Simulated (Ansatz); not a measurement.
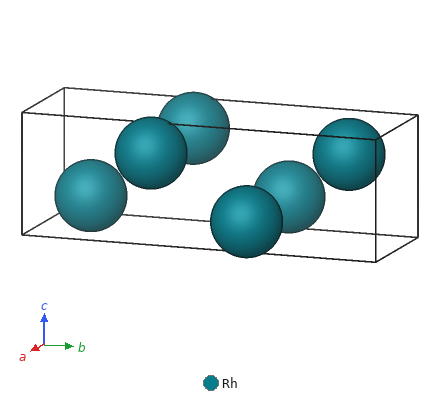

Rh (Cmcm, No. 63): the end point of a relaxation with DFT, LDA (PW92), plane waves (420 eV) with PAW, scalar-relativistic (Ansatz 0.2.0); the starting structure was generated, so it need not be a known form of this composition.

```cif
data_structure
_symmetry_space_group_name_H-M 'P 1'
_symmetry_Int_Tables_number 1
_cell_length_a 2.6279
_cell_length_b 7.9799
_cell_length_c 2.6579
_cell_angle_alpha 90.000
_cell_angle_beta 90.000
_cell_angle_gamma 90.000
_cell_volume 55.74
loop_
_atom_site_label
_atom_site_type_symbol
_atom_site_fract_x
_atom_site_fract_y
_atom_site_fract_z
_atom_site_occupancy
Rh1 Rh 0.00000 0.63513 0.25000 1
Rh2 Rh 0.50000 0.86487 0.75000 1
Rh3 Rh 0.50000 0.13513 0.25000 1
Rh4 Rh 0.00000 0.36487 0.75000 1
```

> What will a Z-contrast image along [101] show? The image is simulated as a sum over atoms of Z^1.7, blurred by a 1.19 Å probe (no channelling). The probe carries 15 % of its weight in a tail 2.5 times as wide. The display is stretched by a gamma of 0.8; percentages refer to the linear signal. The speckle of an amorphous layer was added.

The columns repeat on a centred rectangular net of 1.87 × 7.98 Å (plane group c2mm). All columns are alike (Rh). The shortest distance between visible columns is 1.83 Å in projection. Along the beam the structure repeats every 3.74 Å.

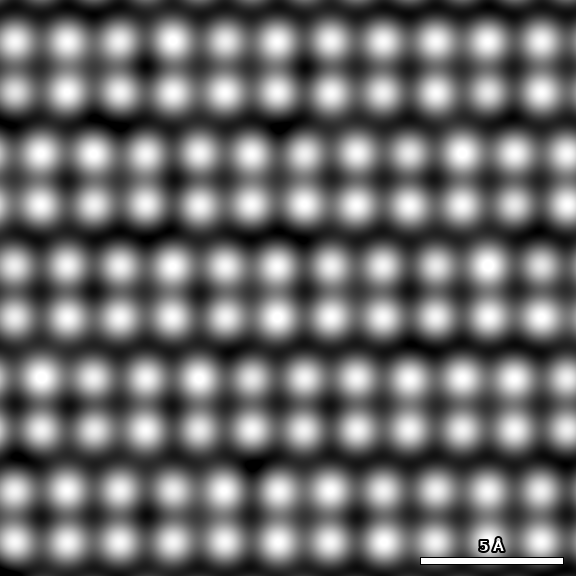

The simulated image.
